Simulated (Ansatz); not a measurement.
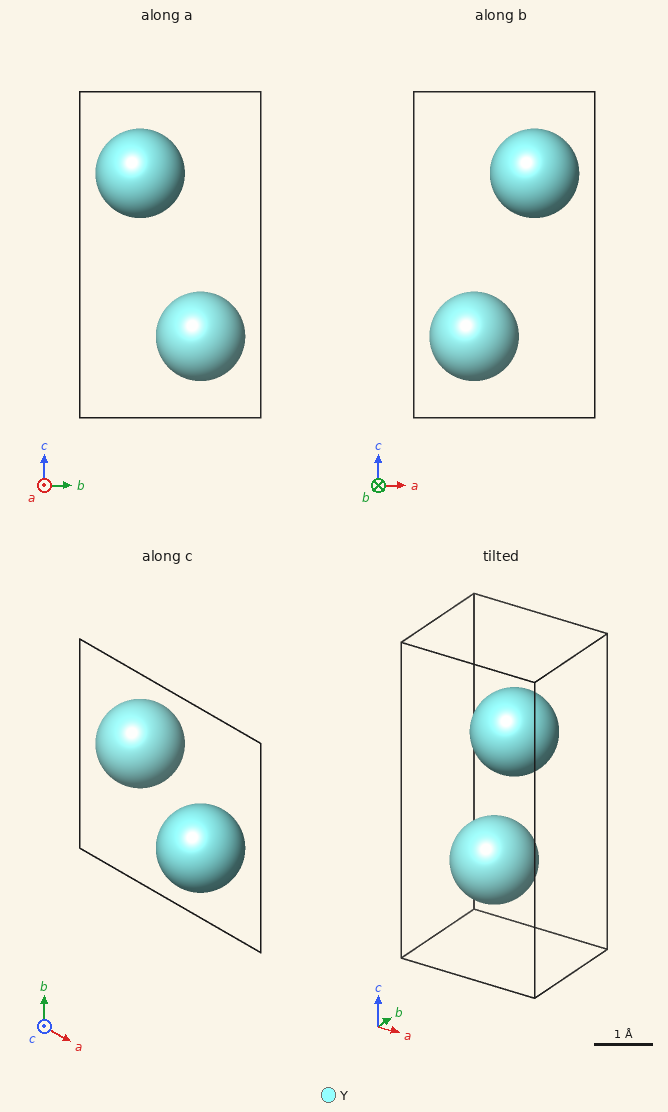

The crystal in a spheres-only representation, seen along the a axis, along the b axis, along the c axis and slightly off an axis. Lines trace the edges of the conventional unit cell.

Lattice parameters: a = 3.6534 Å, b = 3.6534 Å, c = 5.6948 Å, α = 90.000°, β = 90.000°, γ = 120.000°.

> Set out the cell and atoms as a CIF in P1 with every atom of the cell.

```cif
data_structure
_symmetry_space_group_name_H-M 'P 1'
_symmetry_Int_Tables_number 1
_cell_length_a 3.6534
_cell_length_b 3.6534
_cell_length_c 5.6948
_cell_angle_alpha 90.000
_cell_angle_beta 90.000
_cell_angle_gamma 120.000
_cell_volume 65.83
loop_
_atom_site_label
_atom_site_type_symbol
_atom_site_fract_x
_atom_site_fract_y
_atom_site_fract_z
_atom_site_occupancy
Y1 Y 0.3333 0.6667 0.2500 1
Y2 Y 0.6667 0.3333 0.7500 1
```

The structure was taken from a structure type filled with this element by a generator (whether the element takes this form wasn't checked). Earlier steps of the study may have refined or changed the cell and positions. A calculation with Ansatz used it as input.
